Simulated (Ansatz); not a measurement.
## Run report: Ti, geometry relaxation (part 2 of 2)

Continued. System: Ti (P6₃/mmc, 2 atoms in the cell). Method: DFT PBEsol, scalar-relativistic, plane waves, PAW, no spin polarisation (Ansatz 0.2.0); cutoff 420 eV, 18×18×10 k-mesh, Gaussian smearing of 0.1 eV. The structure derives from an entry of the Crystallography Open Database.

Geometry of the input (Å; fractional positions):
```
2.9500  0.0000  0.0000
-1.4750  2.5548  0.0000
0.0000  0.0000  4.6860
Ti 0.3333  0.6667  0.2500
Ti 0.6667  0.3333  0.7500
```

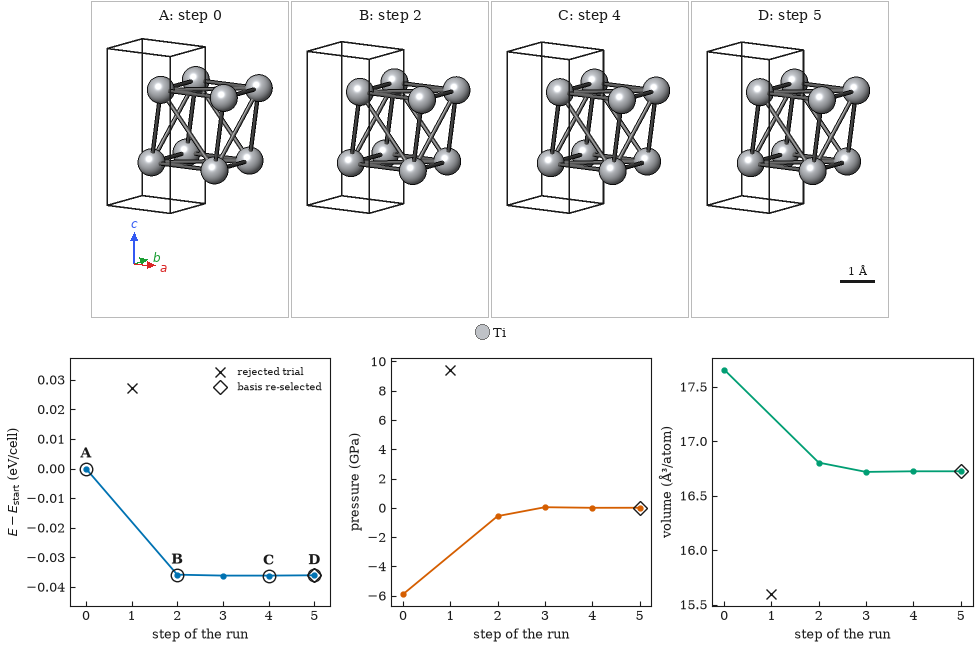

Fig. 1: Frames of the relaxation (ball-and-stick view of the cell of the calculation, repeated 2 × 2 × 1, seen slightly off an axis) above the curves, on which the letters mark them (the first geometry is step 0 here and step 1 in the log).

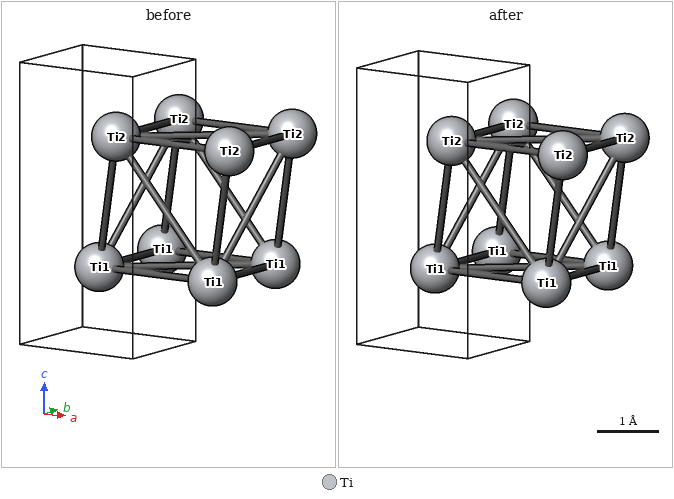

Fig. 2: Before (left) and after (right) the relaxation, at one scale (ball-and-stick view of the cell of the calculation, repeated 2 × 2 × 1, seen slightly off an axis). The atoms keep their places relative to the cell (all moves are under 0.005 Å). The volume changes by −5.3 %, with a = b 2.950 → 2.900 Å (−1.7 %), c 4.686 → 4.591 Å (−2.0 %). Distances before and after: Ti1–Ti2 2.897 → 2.841 Å, Ti1–Ti1 2.950 → 2.900 Å. The space group stays P6_3/mmc (No. 194). Over 4 geometry steps the energy falls by 36.2 meV per cell of the calculation. All forces vanish by symmetry, so only the cell relaxes. The pressure goes from −5.91 to 0.01 GPa. The line search rejected the trial step at point 1 (counted from 0) and went back. A last SCF at the same geometry on a re-selected plane-wave basis shifts the energy by +0.1 meV per cell of the calculation. (Atoms are counted from 1 in the order of the input.)

```
basis re-selected at this cell: Δ(F+E_penalty+E_count) = +1.116e-4 eV, ΔP = +0.004 GPa vs the last step (what re-selecting the basis moved, of the pressure what is left beyond the Pulay correction that the steps carried, after the strain that the cell walked since its last selection, with what the two solves' SCF thresholds leave and, on support functions, any second-order correction that the steps lacked; it is no measure of the basis error at this ecutwfc). This SCF's stress stands 1.82e-2 GPa from its target on what of the cell is left free (relax.cell.stress_tol is 5.00e-2 GPa) and its largest allowed force component is 1.20e-16 eV/Å (relax.f_tol is 5.00e-3 eV/Å): within both
SCF converged after 6 iterations
Free energy (F): -4947.798242 eV
Harris-Foulkes:  -4947.798242 eV  (|F-HF|=9.09e-13)
Internal energy: -4947.789128 eV  (E = F + TS)
E sigma→0 (E₀):  -4947.793685 eV
Entropy (-TS):   -0.009115 eV (-4.557 meV/atom)
Fermi energy:    13.866734 eV
--- Per-component energies (eV) ---
  E_band       = -300.135988
  E_kinetic    = 546.109495
  E_local      = -1584.757579  (includes V_loc(G=0)·N_el)
  E_nonlocal   = 18.766225
  E_hartree    = 652.314418
  E_xc         = -193.882685
  E_vxc        = -243.650931  (∫ρ·V_xc dr)
  E_paw        = -2045.109728  (= ΣΔE_a)
  E_vpaw       = -341.232246  (= ΣTr[D̂ρ^β])
  E_aug_tail   = 0.000211  (compensation charges beyond the density's cutoff)
  E_ewald      = -2341.508253
  E_core_change = 0.278769  (= ΣΔE_core)
  E_smearing   = -0.009115  (= −TS)
  E_closure    = -0.000000  (closes the sum)
  Σ components = -4947.798242   (vs F -4947.798242, Δ=0.00e0)
--- Forces (eV/Å), atoms counted from 1 ---
  atom   1  Ti    -0.00000000    -0.00000000     0.00000000
  atom   2  Ti     0.00000000     0.00000000     0.00000000
  max |Σ_I F_I| component: 7.40e-17 eV/Å
--- Stress (GPa, compression-positive) ---
        0.018180       0.000000       0.000000
        0.000000       0.018180       0.000000
        0.000000       0.000000      -0.011331
  P = ⅓ Tr σ = 0.0083 GPa (0.083 kbar)
--- Band table (eV; the first three rows and the last of 222) ---
  k-point 0: bands = ["-42.6619", "-42.4973", "-19.4214", "-18.6872", "-18.6872", "-18.6039", "-18.5717", "-18.5717", "7.5854", "11.0743", "14.6538", "14.6538", "14.7409", "14.7881", "15.1865", "15.1865"]
  k-point 1: bands = ["-42.6579", "-42.5014", "-19.4023", "-18.6844", "-18.6844", "-18.6248", "-18.5745", "-18.5745", "7.6732", "11.0388", "14.5835", "14.6079", "14.6079", "14.7382", "15.1362", "15.1362"]
  k-point 2: bands = ["-42.6464", "-42.5132", "-19.3464", "-18.6853", "-18.6762", "-18.6762", "-18.5828", "-18.5828", "7.9316", "10.9016", "14.2374", "14.5257", "14.5257", "14.5966", "15.0057", "15.0057"]
  k-point 221: bands = ["-42.4831", "-42.4831", "-19.2094", "-19.2094", "-18.9994", "-18.9994", "-18.7145", "-18.7145", "12.5551", "12.5551", "12.7203", "12.7203", "13.6635", "13.6635", "15.6058", "15.6058"]
--- Relaxed structure (5 steps of the walk, 4 accepted, 1 SCFs on fresh bases) ---
  F+E_penalty+E_count = -4947.79824224 eV   max|allowed force component| = 1.203e-16 eV/Å   (the final SCF, on the basis selected at the relaxed cell)
  cell:  # Å, volume = 33.4475 Å³
    - [2.9004352001638503, -2.886149545518449e-35, 0.0]
    - [-1.4502176000819251, 2.511850565372497, 0.0]
    - [0.0, 0.0, 4.590990446971444]
  atoms:
    - { symbol: Ti, position: [0.33333333333333326, 0.6666666666666665, 0.24999999999999997] }
    - { symbol: Ti, position: [0.6666666666666666, 0.33333333333333326, 0.75] }
```

**Trajectory as extended XYZ (Å, eV, eV/Å), 6 frames, from step=1 to step=6**
```
2
Lattice="2.9500 0.0000 0.0000 -1.4750 2.5548 0.0000 0.0000 0.0000 4.6860" Properties=species:S:1:pos:R:3:forces:R:3 step=1 energy=-4947.76219 pressure_GPa=-5.91
Ti    0.0000    1.7032    1.1715    0.0000   0.0000   0.0000
Ti    1.4750    0.8516    3.5145    0.0000   0.0000   0.0000
2
Lattice="2.8292 0.0000 0.0000 -1.4146 2.4502 0.0000 0.0000 0.0000 4.4990" Properties=species:S:1:pos:R:3:forces:R:3 step=2 energy=-4947.73508 pressure_GPa=9.45 accepted=F
Ti    0.0000    1.6334    1.1248    0.0000   0.0000   0.0000
Ti    1.4146    0.8167    3.3743    0.0000   0.0000   0.0000
2
Lattice="2.9035 0.0000 0.0000 -1.4518 2.5145 0.0000 0.0000 0.0000 4.6030" Properties=species:S:1:pos:R:3:forces:R:3 step=3 energy=-4947.79804 pressure_GPa=-0.56
Ti    0.0000    1.6764    1.1508    0.0000   0.0000   0.0000
Ti    1.4518    0.8382    3.4523    0.0000   0.0000   0.0000
2
Lattice="2.8998 0.0000 0.0000 -1.4499 2.5113 0.0000 0.0000 0.0000 4.5915" Properties=species:S:1:pos:R:3:forces:R:3 step=4 energy=-4947.79835 pressure_GPa=0.04
Ti    0.0000    1.6742    1.1479    0.0000   0.0000   0.0000
Ti    1.4499    0.8371    3.4437    0.0000   0.0000   0.0000
2
Lattice="2.9004 0.0000 0.0000 -1.4502 2.5119 0.0000 0.0000 0.0000 4.5910" Properties=species:S:1:pos:R:3:forces:R:3 step=5 energy=-4947.79835 pressure_GPa=0.00
Ti    0.0000    1.6746    1.1477    0.0000   0.0000   0.0000
Ti    1.4502    0.8373    3.4432    0.0000   0.0000   0.0000
2
Lattice="2.9004 0.0000 0.0000 -1.4502 2.5119 0.0000 0.0000 0.0000 4.5910" Properties=species:S:1:pos:R:3:forces:R:3 step=6 energy=-4947.79824 pressure_GPa=0.01
Ti    0.0000    1.6746    1.1477    0.0000   0.0000   0.0000
Ti    1.4502    0.8373    3.4432    0.0000   0.0000   0.0000
```

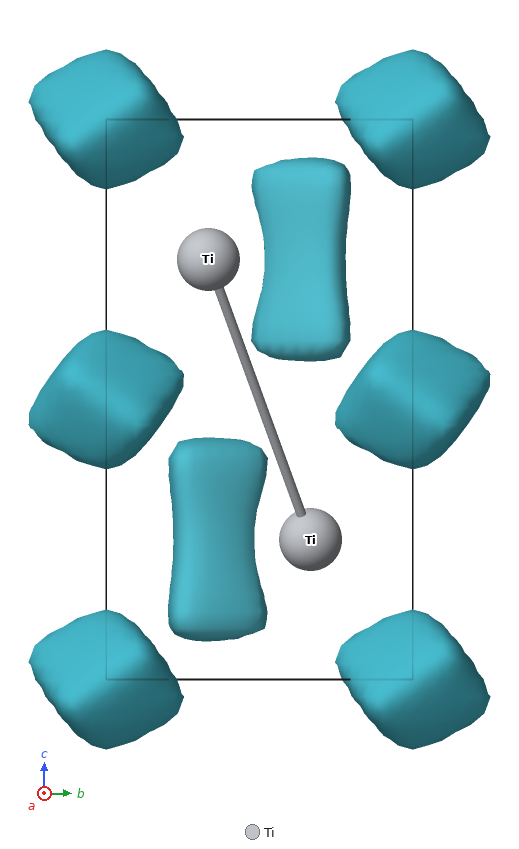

Fig. 3: Isosurface of the ELF at 0.55 (cyan), seen along the a axis. Only the valence region is drawn (cores and ρ < 0.01 e/Å³ removed). Sticks mark near contacts. The outline is the cell set on symmetry axes. Values along the shortest contacts: Ti–Ti (2.84 Å): the ELF is about 0.20 at the midpoint; no localised pair between them. Ti–Ti (2.90 Å): the ELF is about 0.25 at the midpoint; no localised pair between them. Core electrons are frozen (PAW), so the fields are smoothed inside the atomic spheres.

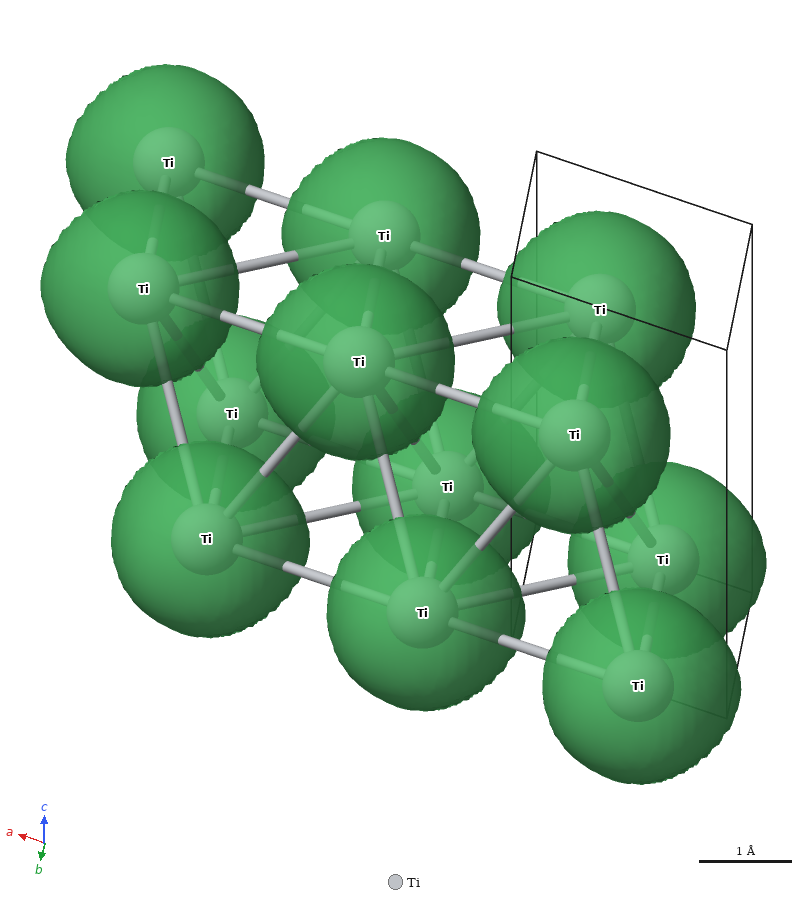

Fig. 4: Isosurface of the valence electron density at 0.3 e/Å³ (green), seen at an oblique angle. Sticks mark near contacts. The outline is the cell set on symmetry axes. At this value the density breaks into separate islands; it holds about 80 % of the electrons treated as valence (semicore included). It is pinched off along the Ti–Ti (2.84 Å) and Ti–Ti (2.90 Å) contacts. On the grid the lowest density along these lines, outside the cores, is 0.2 e/Å³ (Ti–Ti, 2.84 Å) and 0.2 e/Å³ (Ti–Ti, 2.90 Å).

**Results in brief**

| quantity | value |
| --- | --- |
| outcome | converged |
| space group (tolerance 0.01 Å) | P6₃/mmc (194) |
| electrons treated | 24 |
| free energy | −4947.7982 eV |
| Fermi energy | 13.867 eV |
| gap on the k-point mesh | none (metallic) |
| pressure | 0.01 GPa |
| final volume | 33.45 Å³ |
| largest force (length of the vector) at the end | under 0.001 eV/Å |
| final cell | a = 2.900 Å, b = 2.900 Å, c = 4.591 Å, α = 90.00°, β = 90.00°, γ = 120.00° |
| wall time | 45 s |
| peak memory | 0.4 GiB |
